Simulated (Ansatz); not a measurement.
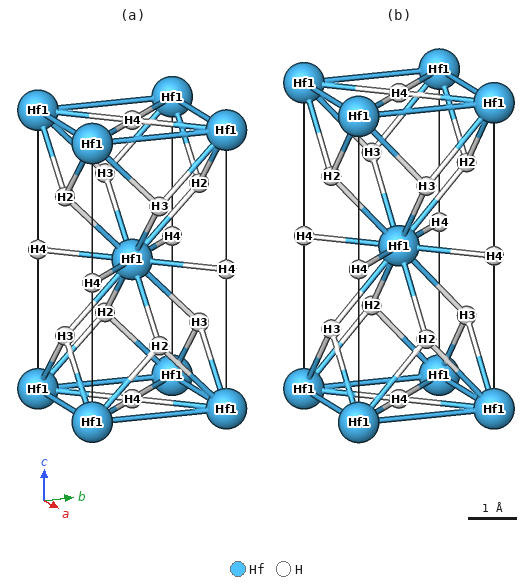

Left: a symmetric starting cell of HfH3. Right: the same structure after one change, at the same scale. A ball-and-stick model of the conventional cell (2 times the calculation's cell), seen slightly off an axis. Lengths and directions refer to the drawn axes.

Level of theory: DFT PBEsol, scalar-relativistic, plane waves, PAW (Ansatz). Settings: plane-wave cutoff 420 eV; k-point mesh 20 × 20 × 20; occupations gaussian; smearing width 0.1 eV; no spin polarisation.

Q: Which change leads from the left to the right?

A: The cell is strained by +9.9 % along c and +0.9 % across it (volume +11.7 %), the atoms keeping their fractional coordinates. No relaxation follows. The starting cell wasn't computed here and needn't be at equilibrium, so pressure and forces aren't due to the change alone.

Q: How do the computed properties respond?

A: The pressure is −13.5 GPa (not all of it need come from the change, since the unchanged cell can be under pressure at this level too). The principal stresses (compression positive) are −22.9 GPa along c and −8.9 GPa across it. All forces vanish by symmetry. Near-neighbour distances before and after: H–Hf 2.154 → 2.177 to 2.269 Å, Hf–Hf 3.053 → 3.079 Å. The space group stays I4/mmm (No. 139).
